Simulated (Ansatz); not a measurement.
GaAs, space group F-43m (No. 216), a = 5.745 Å, b = 5.745 Å, c = 5.745 Å, α = 90.00°, β = 90.00°, γ = 90.00°

```json
{"site": "Ga", "Wyckoff": "4a", "x": "0.0000", "y": "0.0000", "z": "0.0000"}
{"site": "As", "Wyckoff": "4d", "x": "0.2500", "y": "0.2500", "z": "0.7500"}
```

Source: the end point of a relaxation with DFT PBE, scalar-relativistic, plane waves, PAW in Ansatz.

Question: Describe the coordination of Ga.

Answer: GaAs4: an essentially ideal tetrahedron (coordination number 4, S = 0.00; next best see-saw, S = 9.8). Bonds: 4 × Ga–As 2.49 Å. The next neighbour, not counted, lies at 4.06 Å.

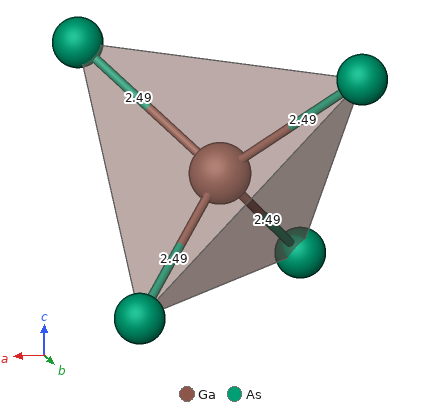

The polyhedron about Ga. Continuous shape measures are computed against ideal polyhedra (0 is ideal; above about 3 the distortion is strong).
